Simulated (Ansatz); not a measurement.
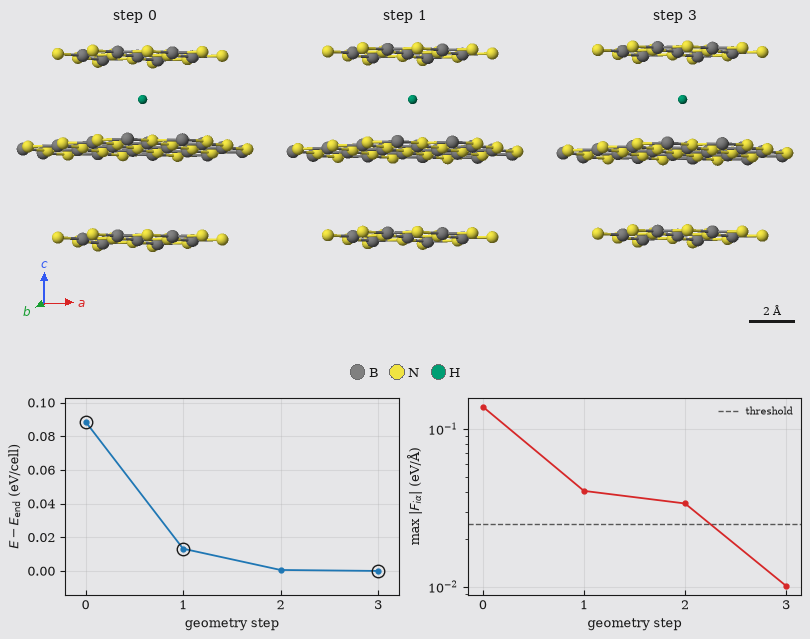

Frames of a relaxation of a defect cell of composition B24HN24, marked on the history of the run. Style: ball-and-stick. Shown: the atoms within 5.8 Å of the atom that moves most (axes of the cell of the calculation, reduced to other axes), from a free direction. Lengths and directions refer to the drawn axes.

Case: H interstitial, charge +0, atoms relaxed at the host's cell.

Theory: DFT PBE, scalar-relativistic, plane waves, PAW (Ansatz). Settings: plane-wave cutoff 420 eV; k-point mesh 3 × 3 × 3; occupations gaussian; smearing width 0.01 eV; collinear spin; atoms relaxed in a fixed cell; force threshold 0.025 eV/Å; at most 45 steps.

Describe the path.

After 3 geometry steps the energy has fallen by 88.7 meV per cell of the calculation. Largest force component: 0.14 eV/Å at the start, 0.01 eV/Å at the end. The largest moves, 0.22 Å, are those of N atoms. Largest moves by element: N 0.22 Å, B 0.21 Å. H stays in place. The lattice vectors keep their values. Cost: 5.4 min on 4 threads of Arm Neoverse N1, on a shared host, peak memory 2.5 GiB. From step 0 to 1: N atoms move most (0.14 Å), energy −75.5 meV per cell of the calculation. From step 1 to 3: B and N atoms move most (0.08 Å), energy −13.2 meV per cell of the calculation.

```
step  E − E(0), meV/atom  largest force component, eV/Å
   0                0.00                         0.1385
   1               -1.54                         0.0406
   2               -1.80                         0.0338
   3               -1.81                         0.0101
```

Limits of the set-up: the periodic images lie only 8.3 Å apart, so the values are limited by the cell's size.
